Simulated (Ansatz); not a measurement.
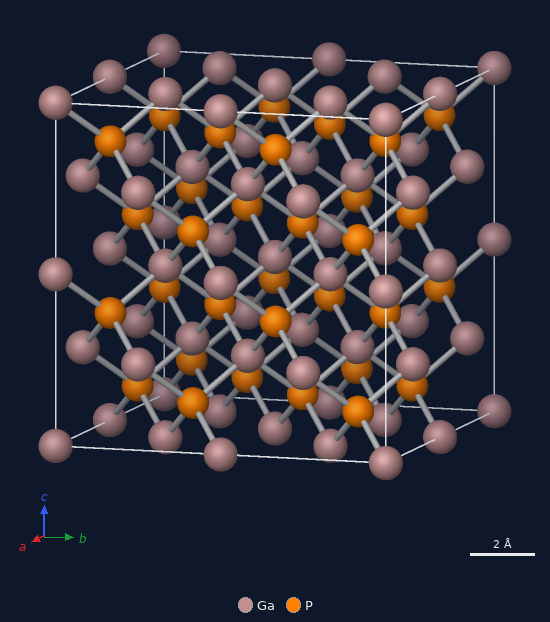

Fig. 1: The structure as given in the input (ball-and-stick view of the cell of the calculation, seen slightly off an axis).

Ga$_{32}$P$_{32}$: single-point calculation

The run: single-point calculation of Ga$_{32}$P$_{32}$ (F-43m, 64 atoms in the cell). Method and program: DFT, HSE06, PAW, plane waves (Ansatz 0.2.0).

The structure was built on a prototype by a generator.

### What the program printed
```
Pseudopotentials: kind: paw
Functional definition: HSE06
  parameter a = 0.25
  parameter omega = 0.11/bohr
  exchange = pbe_x - a*pbe_x_sr(omega) + a*exact_x_sr(omega)
  correlation = pbe_c
Crystal: 64 atoms, lattice volume = 1292.547 Å³
Basis set: ecut = 420 eV, 25341 PW (Γ), exchange–correlation on 150×150×150 points (8 copies of the dense FFT grid, shifted against one another)
Bands: 352, of which v1, the nominal top of the filled ones, is band 288 counted from 1 (287 counted from 0)
Symmetry: 768 space group operations
Space group: F-43m (ITA 216), of the structure as read, at distance tolerance 1.1e-4 Å
k-points: 1
Non-local potential: Ga, projectors of the file, l = 0: 2, l = 1: 2, l = 2: 3, l = 3: 1
Non-local potential: P, projectors of the file, l = 0: 2, l = 1: 2, l = 2: 2
PAW form: soft (Blöchl's): semilocal exchange-correlation on the pseudo side does not see the compensation charge
PAW frozen core: Ga, regenerated for the run's functional, and the local potential with it (the file was generated under x = pbe(κ = 0.804, μ = 0.2195149727645171), c = pbe(β = 0.06672455060314922))
PAW frozen core: P, regenerated for the run's functional, and the local potential with it (the file was generated under x = pbe(κ = 0.804, μ = 0.2195149727645171), c = pbe(β = 0.06672455060314922))
PAW one-centre angular grid: Ga, 590 points (default); XC on 64 Gauss nodes
PAW one-centre angular grid: P, 110 points (default); XC on 64 Gauss nodes
Initial density: superposition of atomic densities (neutral atoms: chi_scale 0, normalization atom), corrected by the library's trained network
Initial wavefunctions: pseudopotential atomic-orbital guess
Functional: x = pbe(κ = 0.804, μ = 0.2195149727645171), c = pbe(β = 0.06672455060314922), warm-up for x = pbe(κ = 0.804, μ = 0.2195149727645171) + 0.25 (exact − pbe) at short range (hse, ω = 0.20786987370883472 Å⁻¹), c = pbe(β = 0.06672455060314922); HSE06 as pw.x's `hse` composes it (authors' and Libxc's form: `xc: wpbeh`)
SCF iter   1: F=—  HF=-145260.471002 eV  |F-HF|=—  |Δ(HF+E_count)|=         —  Δρ=1.39e-3  dr2=1.65e-2  ethr=1.77e-3  ⟨swp⟩=6.0  Hψ=1499  notcnv=0
preconditioner: auto → none  [insulator: Δε(μ)=1.630 eV  Ē_g=13.992 eV  σ=0.010 eV  W_gap=1.00  n_scr=304 (ndim 8)  ℏωp=24.8 eV  f_vac=0.013  D(μ)=0.00/eV (n_scr^D=0)]
iter 2 solved again at ethr=2.82e-7 eV; its pass at ethr=2.86e-6 eV (dr2=1.62e-3 eV) is discarded
SCF iter   2: F=—  HF=-145260.488481 eV  |F-HF|=—  |Δ(HF+E_count)|=   1.75e-2  Δρ=5.22e-4  dr2=1.63e-3  ethr=2.82e-7  ⟨swp⟩=10.0  Hψ=2181  notcnv=0  defer=6
SCF iter   3: F=-145260.490087 eV  HF=-145260.489838 eV  |F-HF|=2.49e-4  |Δ(HF+E_count)|=   1.36e-3  Δρ=2.06e-4  dr2=2.43e-4  ethr=2.82e-7  ⟨swp⟩=5.0  Hψ=756  notcnv=0  defer=6
SCF 1 stopped early in 3 iterations: F = -145260.490087 eV  dr2 = 2.43e-4
  greatest PAW one-centre occupation: 0.994 electrons in one spin orbital (limit 2), on the Ga atom at site 31 (counted from 0), in its partial waves of l = 2
Initial density: handed on by an earlier stage of this run
Initial wavefunctions: those handed on with the density
Functional: x = pbe(κ = 0.804, μ = 0.2195149727645171) + 0.25 (exact − pbe) at short range (hse, ω = 0.20786987370883472 Å⁻¹), c = pbe(β = 0.06672455060314922); HSE06 as pw.x's `hse` composes it (authors' and Libxc's form: `xc: wpbeh`)
Exchange kernel: α = 0.2500, screened, ω = 0.2079 Å⁻¹, Wigner–Seitz truncation, v(0) = 944.1779 eV·Å³, q-mesh 1×1×1, nearest image of the exchange supercell L = 10.89 Å, pair-density grid 60×60×60, without the augmentation charges, whose exchange is taken in its separable form (sized by the pseudopotential files, 75×75×75 at the most), smooth part of the exchange summed in real space on grids 48×4
Frozen-core exchange: fock
SCF iter   1: F=—  HF=-145295.396048 eV  |F-HF|=—  |Δ(HF+E_count)|=         —  Δρ=1.30e-2  dr2=8.93e-1  ethr=4.21e-7  ⟨swp⟩=13.0  Hψ=1996  notcnv=0
preconditioner: auto → none  [insulator: Δε(μ)=2.276 eV  Ē_g=16.718 eV  σ=0.010 eV  W_gap=1.00  n_scr=304 (ndim 8)  ℏωp=24.8 eV  f_vac=0.013  D(μ)=0.00/eV (n_scr^D=0)]
SCF iter   2: F=—  HF=-145294.945107 eV  |F-HF|=—  |Δ(HF+E_count)|=   4.51e-1  Δρ=2.56e-3  dr2=7.77e-2  ethr=4.21e-7  ⟨swp⟩=5.0  Hψ=1650  notcnv=0
SCF iter   3: F=—  HF=-145295.169549 eV  |F-HF|=—  |Δ(HF+E_count)|=   2.24e-1  Δρ=3.26e-3  dr2=4.99e-2  ethr=4.21e-7  ⟨swp⟩=6.0  Hψ=1469  notcnv=0
SCF iter   4: F=—  HF=-145295.164322 eV  |F-HF|=—  |Δ(HF+E_count)|=   5.23e-3  Δρ=1.19e-3  dr2=8.83e-3  ethr=4.21e-7  ⟨swp⟩=4.0  Hψ=1173  notcnv=0
SCF iter   5: F=—  HF=-145295.164572 eV  |F-HF|=—  |Δ(HF+E_count)|=   2.50e-4  Δρ=1.46e-4  dr2=5.83e-4  ethr=4.21e-7  ⟨swp⟩=3.0  Hψ=675  notcnv=0
SCF iter   6: F=—  HF=-145295.171786 eV  |F-HF|=—  |Δ(HF+E_count)|=   7.21e-3  Δρ=2.19e-4  dr2=2.77e-4  ethr=2.64e-8  ⟨swp⟩=6.0  Hψ=1358  notcnv=0
SCF iter   7: F=-145295.171533 eV  HF=-145295.171533 eV  |F-HF|=5.44e-7  |Δ(HF+E_count)|=   2.52e-4  Δρ=1.51e-5  dr2=4.80e-6  ethr=2.64e-8  ⟨swp⟩=4.0  Hψ=1072  notcnv=0
SCF 2 stopped early in 7 iterations: F = -145295.171533 eV  dr2 = 4.80e-6
  greatest PAW one-centre occupation: 0.995 electrons in one spin orbital (limit 2), on the Ga atom at site 31 (counted from 0), in its partial waves of l = 2
hybrid outer 1: dexx = +2.789e-1 eV, tail = 6.47e-4 eV
SCF iter   1: F=—  HF=-145295.165036 eV  |F-HF|=—  |Δ(HF+E_count)|=         —  Δρ=5.10e-5  dr2=5.44e-5  ethr=5.61e-7  ⟨swp⟩=12.0  Hψ=878  notcnv=0
preconditioner: auto → none  [insulator: Δε(μ)=2.294 eV  Ē_g=16.526 eV  σ=0.010 eV  W_gap=1.00  n_scr=304 (ndim 8)  ℏωp=24.8 eV  f_vac=0.013  D(μ)=0.00/eV (n_scr^D=0)]
SCF iter   2: F=—  HF=-145295.165026 eV  |F-HF|=—  |Δ(HF+E_count)|=   9.80e-6  Δρ=1.49e-5  dr2=5.43e-6  ethr=8.73e-9  ⟨swp⟩=5.0  Hψ=935  notcnv=0
SCF iter   3: F=—  HF=-145295.165051 eV  |F-HF|=—  |Δ(HF+E_count)|=   2.49e-5  Δρ=1.07e-5  dr2=1.97e-6  ethr=3.30e-10  ⟨swp⟩=6.0  Hψ=1196  notcnv=0  defer=6
SCF iter   4: F=—  HF=-145295.165051 eV  |F-HF|=—  |Δ(HF+E_count)|=   4.56e-7  Δρ=2.83e-6  dr2=1.86e-7  ethr=3.11e-10  ⟨swp⟩=6.0  Hψ=791  notcnv=0
SCF iter   5: F=-145295.165051 eV  HF=-145295.165051 eV  |F-HF|=5.59e-8  |Δ(HF+E_count)|=   6.78e-7  Δρ=2.25e-6  dr2=9.31e-8  ethr=1.71e-11  ⟨swp⟩=6.0  Hψ=1309  notcnv=0  defer=6
SCF 3 converged in 5 iterations: F = -145295.165051 eV  dr2 = 9.31e-8
  Residual-converged pass: ⟨swp⟩=2.0  Hψ=384  notcnv=0  max |occ|·‖R‖ = 6.4e-6 eV (tolerance 6.7e-6 eV)  dr2=9.32e-8  dr2_onsite=1.20e-9  max |Δocc| = 0.0e0
```

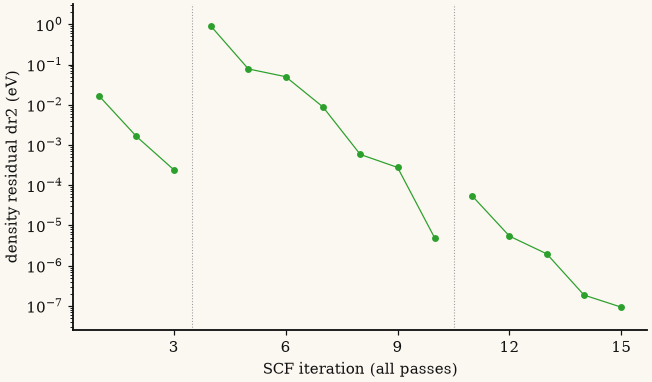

Fig. 2: Convergence of the self-consistent field: density residual dr2 against the SCF iteration. The run starts with a semilocal functional; after that each stretch between dotted lines is one SCF of the hybrid functional between two exact rebuilds of the exchange operator by the outer loop. Early passes are stopped at a loose threshold. The passes take 3, 7 and 5 iterations.

```
hybrid outer 2: dexx = +2.763e-5 eV, tail = 5.00e-7 eV, Δε = 2.48e-3 eV (about 8.03e-5 eV left of the loop's levels)
NSCF: frozen V_eff on 1 k-points
hybrid SCF converged: 2 outer / 12 inner (+3 warm-up), last move |dexx| = 2.76e-5 eV, tail = 5.00e-7 eV
Stability not checked: this state was not tested for a lower state beside it, because the functional holds exact exchange (a hybrid, or Hartree-Fock), whose exchange loop this test does not read (fock_operator; see scf.lower_state_search)
Free energy (F): -145295.165047 eV
Harris-Foulkes:  -145295.165047 eV  (|F-HF|=5.59e-8)
Internal energy: -145295.165047 eV  (E = F + TS)
E sigma→0 (E₀):  -145295.165047 eV
Fermi energy:    7.843925 eV
--- Per-component energies (eV) ---
  E_band       = -3036.347781
  E_kinetic    = 5947.804282
  E_local      = -70502.629151  (includes V_loc(G=0)·N_el)
  E_nonlocal   = 14727.221941
  E_hartree    = 32721.563512
  E_xc         = -3382.841425
  E_vxc        = -3069.510601  (∫ρ·V_xc dr)
  E_exx        = -1802.658389  (= α·E_x^exact, valence–valence)
  E_paw        = -80969.429683  (= ΣΔE_a)
  E_vpaw       = -11976.991825  (= ΣTr[D̂ρ^β])
  E_aug_tail   = -0.003522  (compensation charges beyond the density's cutoff)
  E_ewald      = -42035.363620
  E_core_change = 1.171007  (= ΣΔE_core)
  E_smearing   = -0.000000  (= −TS)
  E_closure    = 0.000000  (closes the sum)
  Σ components = -145295.165047   (vs F -145295.165047, Δ=0.00e0)
--- Forces (eV/Å), atoms counted from 1 ---
  atom   1  Ga     0.00000000     0.00000000     0.00000000
  atom   2  Ga     0.00000000     0.00000000     0.00000000
  atom   3  Ga    -0.00000000     0.00000000    -0.00000000
  atom   4  Ga     0.00000000     0.00000000     0.00000000
  atom   5  Ga    -0.00000000     0.00000000    -0.00000000
  atom   6  Ga     0.00000000     0.00000000    -0.00000000
  atom   7  Ga    -0.00000000     0.00000000    -0.00000000
  atom   8  Ga     0.00000000     0.00000000     0.00000000
  atom   9  Ga    -0.00000000     0.00000000    -0.00000000
  atom  10  Ga     0.00000000     0.00000000     0.00000000
  atom  11  Ga     0.00000000     0.00000000     0.00000000
  atom  12  Ga     0.00000000     0.00000000     0.00000000
  atom  13  Ga     0.00000000     0.00000000    -0.00000000
  atom  14  Ga    -0.00000000     0.00000000     0.00000000
  atom  15  Ga     0.00000000     0.00000000     0.00000000
  atom  16  Ga     0.00000000     0.00000000     0.00000000
  atom  17  Ga     0.00000000     0.00000000    -0.00000000
  atom  18  Ga     0.00000000     0.00000000    -0.00000000
  atom  19  Ga     0.00000000     0.00000000     0.00000000
  atom  20  Ga     0.00000000     0.00000000     0.00000000
  atom  21  Ga     0.00000000    -0.00000000    -0.00000000
  atom  22  Ga     0.00000000     0.00000000    -0.00000000
  atom  23  Ga    -0.00000000    -0.00000000     0.00000000
  atom  24  Ga    -0.00000000     0.00000000     0.00000000
  atom  25  Ga    -0.00000000     0.00000000    -0.00000000
  atom  26  Ga    -0.00000000     0.00000000     0.00000000
  atom  27  Ga     0.00000000     0.00000000     0.00000000
  atom  28  Ga     0.00000000     0.00000000     0.00000000
  atom  29  Ga     0.00000000     0.00000000    -0.00000000
  atom  30  Ga     0.00000000    -0.00000000     0.00000000
  atom  31  Ga     0.00000000     0.00000000    -0.00000000
  atom  32  Ga     0.00000000     0.00000000    -0.00000000
  atom  33  P     -0.00000000    -0.00000000     0.00000000
  atom  34  P     -0.00000000    -0.00000000     0.00000000
  atom  35  P     -0.00000000    -0.00000000    -0.00000000
  atom  36  P     -0.00000000    -0.00000000    -0.00000000
  atom  37  P      0.00000000    -0.00000000     0.00000000
  atom  38  P     -0.00000000    -0.00000000     0.00000000
  atom  39  P      0.00000000     0.00000000     0.00000000
  atom  40  P      0.00000000    -0.00000000    -0.00000000
  atom  41  P      0.00000000    -0.00000000    -0.00000000
  atom  42  P      0.00000000    -0.00000000    -0.00000000
  atom  43  P     -0.00000000     0.00000000    -0.00000000
  atom  44  P     -0.00000000    -0.00000000    -0.00000000
  atom  45  P      0.00000000    -0.00000000     0.00000000
  atom  46  P      0.00000000    -0.00000000     0.00000000
  atom  47  P      0.00000000     0.00000000     0.00000000
  atom  48  P      0.00000000    -0.00000000     0.00000000
  atom  49  P     -0.00000000    -0.00000000    -0.00000000
  atom  50  P     -0.00000000    -0.00000000     0.00000000
  atom  51  P      0.00000000    -0.00000000    -0.00000000
  atom  52  P      0.00000000     0.00000000     0.00000000
  atom  53  P      0.00000000    -0.00000000    -0.00000000
  atom  54  P      0.00000000    -0.00000000     0.00000000
  atom  55  P      0.00000000     0.00000000     0.00000000
  atom  56  P      0.00000000     0.00000000     0.00000000
  atom  57  P     -0.00000000    -0.00000000     0.00000000
  atom  58  P     -0.00000000    -0.00000000    -0.00000000
  atom  59  P     -0.00000000    -0.00000000    -0.00000000
  atom  60  P      0.00000000    -0.00000000    -0.00000000
  atom  61  P      0.00000000    -0.00000000    -0.00000000
  atom  62  P     -0.00000000    -0.00000000    -0.00000000
  atom  63  P     -0.00000000    -0.00000000     0.00000000
  atom  64  P     -0.00000000     0.00000000     0.00000000
  max |Σ_I F_I| component: 7.43e-22 eV/Å
--- Band table (eV) ---
  k-point 0: bands = ["-10.5252", "-10.5252", "-10.5252", "-10.5060", "-10.5060", "-10.5060", "-10.5060", "-10.5060", "-10.5060", "-10.4897", ... 142 levels left out ..., "-10.3231", "-10.3231", "-10.3231", "-10.3231", "-10.3231", "-10.3136", "-10.3136", "-10.3136", "-7.0794", "-5.9568", "-5.9568", "-5.9568", "-5.9568", "-5.9568", "-5.9568", "-5.0415", "-5.0415", "-5.0415", "-5.0415", "-5.0415", "-5.0415", "-5.0415", "-5.0415", "-5.0415", "-5.0415", "-5.0415", "-5.0415", "-4.8425", "-4.8425",
      "-4.8425", "-4.8425", "-3.8560", "-3.8560", "-3.8560", "-3.7622", "-3.7622", "-3.7622", "-3.7622", "-3.7622", "-3.7622", "-0.6398", "-0.6398", "-0.6398", "-0.5429", "-0.5429", "-0.5429", "-0.5429", "-0.3901", "-0.3901", "-0.3901", "-0.3901", "-0.3901", "-0.3901", "0.8428", "0.8428", "0.8428", "0.8428", "0.8428", "0.8428", "0.8428", "0.8428", "0.8428", "0.8428", "0.8428", "0.8428", "2.7927", "2.7927", "2.7927", "2.7927",
      "2.7927", "2.7927", "2.8023", "2.8023", "2.8023", "2.8023", "2.8023", "2.8023", "2.9998", "2.9998", "2.9998", "2.9998", "2.9998", "2.9998", "3.0344", "3.0344", "3.0344", "3.0344", "3.0344", "3.0344", "3.0344", "3.0344", "3.0344", "3.0344", "3.0344", "3.0344", "3.7635", "3.7635", "3.7635", "3.7635", "3.7635", "3.7635", "4.8768", "4.8768", "4.8768", "4.8768", "4.8768", "4.8768", "4.8768", "4.8768",
      "4.8768", "4.8768", "4.8768", "4.8768", "5.3932", "5.3932", "5.3932", "5.3932", "5.3932", "5.3932", "5.3932", "5.3932", "5.3932", "5.3932", "5.3932", "5.3932", "5.4786", "5.4786", "5.4786", "5.4786", "5.4786", "5.4786", "5.4786", "5.4786", "6.6966", "6.6966", "6.6966", "8.9913", "8.9913", "8.9913", "9.2479", "9.2479", "9.2479", "9.2479", "9.2808", "9.2808", "9.2808", "9.5579", "9.6488", "9.6488",
      "9.6488", "9.6488", "9.6488", "9.6488", "10.7672", "10.7672", "10.7672", "10.7672", "10.7672", "10.7672", "10.7672", "10.7672", "10.7672", "10.7672", "10.7672", "10.7672", "11.3126", "11.3126", "11.3126", "11.3126", "11.3126", "11.3126", "11.4709", "11.4709", "11.4709", "12.2072", "12.2072", "12.2072", "12.2072", "12.2072", "12.2072", "12.3107", "12.3107", "12.3107", "12.3107", "12.3107", "12.3107", "12.3107", "12.3107", "12.6956",
      "12.6956", "12.6956", "12.6956", "12.6956", "12.6956", "13.4357", "13.4357", "13.4357", "13.4357", "13.4357", "13.4357"]
--- Löwdin populations: 64 sites ---
  site symbol       q [e]
     0     Ga     12.8901
     1     Ga     12.8901
     2     Ga     12.8901
     3     Ga     12.8901
     4     Ga     12.8901
     5     Ga     12.8901
     6     Ga     12.8901
     7     Ga     12.8901
     8     Ga     12.8901
     9     Ga     12.8901
    10     Ga     12.8901
    11     Ga     12.8901
    12     Ga     12.8901
    13     Ga     12.8901
    14     Ga     12.8901
    15     Ga     12.8901
    16     Ga     12.8901
    17     Ga     12.8901
    18     Ga     12.8901
    19     Ga     12.8901
    20     Ga     12.8901
    21     Ga     12.8901
    22     Ga     12.8901
    23     Ga     12.8901
    24     Ga     12.8901
    25     Ga     12.8901
    26     Ga     12.8901
    27     Ga     12.8901
    28     Ga     12.8901
    29     Ga     12.8901
    30     Ga     12.8901
    31     Ga     12.8901
    32      P      5.0609
    33      P      5.0609
    34      P      5.0609
    35      P      5.0609
    36      P      5.0609
    37      P      5.0609
    38      P      5.0609
    39      P      5.0609
    40      P      5.0609
    41      P      5.0609
    42      P      5.0609
    43      P      5.0609
    44      P      5.0609
    45      P      5.0609
    46      P      5.0609
    47      P      5.0609
    48      P      5.0609
    49      P      5.0609
    50      P      5.0609
    51      P      5.0609
    52      P      5.0609
    53      P      5.0609
    54      P      5.0609
    55      P      5.0609
    56      P      5.0609
    57      P      5.0609
    58      P      5.0609
    59      P      5.0609
    60      P      5.0609
    61      P      5.0609
    62      P      5.0609
    63      P      5.0609
  spilling = 0.002724 (of n_electrons = 576.000000)
```

The run was set up as follows.

### Input
```yaml
crystal:
  lattice:
    - [10.893032, 0.000000, 0.000000]
    - [0.000000, 10.893032, 0.000000]
    - [0.000000, 0.000000, 10.893032]
  atoms:
    - { symbol: Ga, position: [0.000000, 0.000000, 0.000000] }
    - { symbol: Ga, position: [0.000000, 0.000000, 0.500000] }
    - { symbol: Ga, position: [0.000000, 0.500000, 0.000000] }
    - { symbol: Ga, position: [0.000000, 0.500000, 0.500000] }
    - { symbol: Ga, position: [0.500000, 0.000000, 0.000000] }
    - { symbol: Ga, position: [0.500000, 0.000000, 0.500000] }
    - { symbol: Ga, position: [0.500000, 0.500000, 0.000000] }
    - { symbol: Ga, position: [0.500000, 0.500000, 0.500000] }
    - { symbol: Ga, position: [0.250000, 0.250000, 0.000000] }
    - { symbol: Ga, position: [0.250000, 0.250000, 0.500000] }
    - { symbol: Ga, position: [0.250000, 0.750000, 0.000000] }
    - { symbol: Ga, position: [0.250000, 0.750000, 0.500000] }
    - { symbol: Ga, position: [0.750000, 0.250000, 0.000000] }
    - { symbol: Ga, position: [0.750000, 0.250000, 0.500000] }
    - { symbol: Ga, position: [0.750000, 0.750000, 0.000000] }
    - { symbol: Ga, position: [0.750000, 0.750000, 0.500000] }
    - { symbol: Ga, position: [0.250000, 0.000000, 0.250000] }
    - { symbol: Ga, position: [0.250000, 0.000000, 0.750000] }
    - { symbol: Ga, position: [0.250000, 0.500000, 0.250000] }
    - { symbol: Ga, position: [0.250000, 0.500000, 0.750000] }
    - { symbol: Ga, position: [0.750000, 0.000000, 0.250000] }
    - { symbol: Ga, position: [0.750000, 0.000000, 0.750000] }
    - { symbol: Ga, position: [0.750000, 0.500000, 0.250000] }
    - { symbol: Ga, position: [0.750000, 0.500000, 0.750000] }
    - { symbol: Ga, position: [0.000000, 0.250000, 0.250000] }
    - { symbol: Ga, position: [0.000000, 0.250000, 0.750000] }
    - { symbol: Ga, position: [0.000000, 0.750000, 0.250000] }
    - { symbol: Ga, position: [0.000000, 0.750000, 0.750000] }
    - { symbol: Ga, position: [0.500000, 0.250000, 0.250000] }
    - { symbol: Ga, position: [0.500000, 0.250000, 0.750000] }
    - { symbol: Ga, position: [0.500000, 0.750000, 0.250000] }
    - { symbol: Ga, position: [0.500000, 0.750000, 0.750000] }
    - { symbol: P, position: [0.125000, 0.125000, 0.125000] }
    - { symbol: P, position: [0.125000, 0.125000, 0.625000] }
    - { symbol: P, position: [0.125000, 0.625000, 0.125000] }
    - { symbol: P, position: [0.125000, 0.625000, 0.625000] }
    - { symbol: P, position: [0.625000, 0.125000, 0.125000] }
    - { symbol: P, position: [0.625000, 0.125000, 0.625000] }
    - { symbol: P, position: [0.625000, 0.625000, 0.125000] }
    - { symbol: P, position: [0.625000, 0.625000, 0.625000] }
    - { symbol: P, position: [0.375000, 0.375000, 0.125000] }
    - { symbol: P, position: [0.375000, 0.375000, 0.625000] }
    - { symbol: P, position: [0.375000, 0.875000, 0.125000] }
    - { symbol: P, position: [0.375000, 0.875000, 0.625000] }
    - { symbol: P, position: [0.875000, 0.375000, 0.125000] }
    - { symbol: P, position: [0.875000, 0.375000, 0.625000] }
    - { symbol: P, position: [0.875000, 0.875000, 0.125000] }
    - { symbol: P, position: [0.875000, 0.875000, 0.625000] }
    - { symbol: P, position: [0.375000, 0.125000, 0.375000] }
    - { symbol: P, position: [0.375000, 0.125000, 0.875000] }
    - { symbol: P, position: [0.375000, 0.625000, 0.375000] }
    - { symbol: P, position: [0.375000, 0.625000, 0.875000] }
    - { symbol: P, position: [0.875000, 0.125000, 0.375000] }
    - { symbol: P, position: [0.875000, 0.125000, 0.875000] }
    - { symbol: P, position: [0.875000, 0.625000, 0.375000] }
    - { symbol: P, position: [0.875000, 0.625000, 0.875000] }
    - { symbol: P, position: [0.125000, 0.375000, 0.375000] }
    - { symbol: P, position: [0.125000, 0.375000, 0.875000] }
    - { symbol: P, position: [0.125000, 0.875000, 0.375000] }
    - { symbol: P, position: [0.125000, 0.875000, 0.875000] }
    - { symbol: P, position: [0.625000, 0.375000, 0.375000] }
    - { symbol: P, position: [0.625000, 0.375000, 0.875000] }
    - { symbol: P, position: [0.625000, 0.875000, 0.375000] }
    - { symbol: P, position: [0.625000, 0.875000, 0.875000] }
kpoints:
  mp_grid: { grid: [1, 1, 1] }
hamiltonian:
  xc: hse06
scf:
  occupations: { method: fermi_dirac, width: 0.01 }
output:
  forces: true
  eigenvalues: true
  populations: true
  eigenstates: { kpoints: [[0, 0, 0]], e_range: [-6.0, 6.0], localisation: true }
```

### Summary

```csv
quantity,value
outcome,converged
space group (tolerance 0.01 Å),F-43m (216)
electrons treated,576
free energy,−145295.1650 eV
Fermi energy,7.844 eV
largest force (length of the vector),under 0.001 eV/Å
hardware,"8 CPU threads, shared host"
wall time,37 s (CPU time 2.1 min)
peak memory,4.4 GiB
```

The k-point mesh is coarse for a cell of this size, so the results may not be converged.
